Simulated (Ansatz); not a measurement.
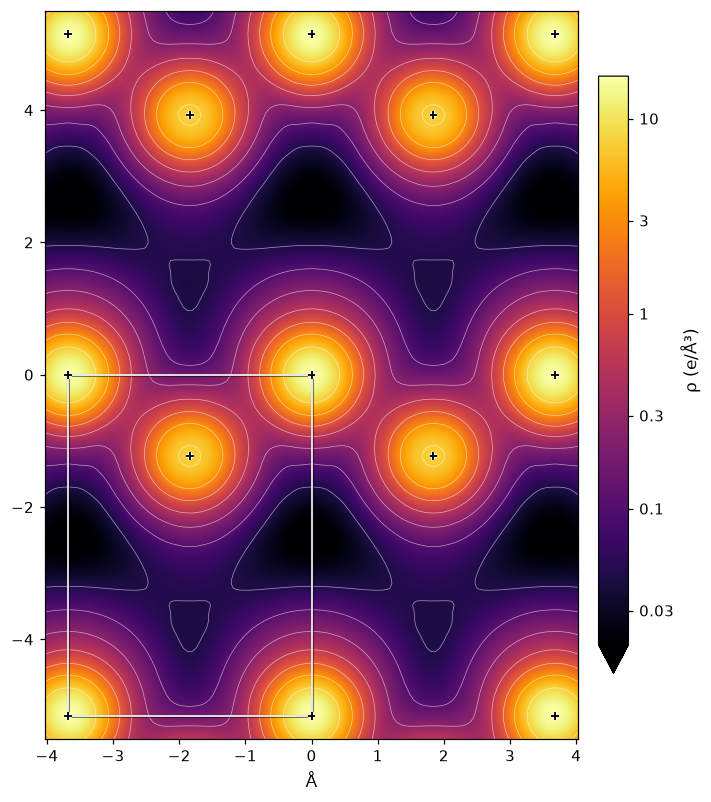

The valence pseudo-density on a plane through atoms (crosses mark nuclei in the plane).

All numbers below come from DFT PBE, scalar-relativistic, plane waves, PAW (Ansatz 0.2.0).

Candidates:
A. Ga2O3, a = 12.45 Å, b = 3.08 Å, c = 5.88 Å, α = 90.00°, β = 103.70°, γ = 90.00°. Space group C2/m; a structure from a database of computed crystals, not necessarily the ambient phase.
B. SnO, a = 3.68 Å, b = 3.68 Å, c = 5.15 Å, α = 90.00°, β = 90.00°, γ = 90.00°. Space group P4/nmm; computed pressure about 5 GPa in this cell.
C. ZnS, a = 9.43 Å, b = 9.43 Å, c = 9.43 Å, α = 109.47°, β = 109.47°, γ = 109.47°. Space group F-43m; a structure from a database of computed crystals, not necessarily the ambient phase.

Question: Which system is this?

Answer: Candidate B: SnO on the (010) plane of the conventional cell, which holds Sn and O. Sn–O (2.21 Å): ρ at the midpoint is about 0.48 e/Å³.
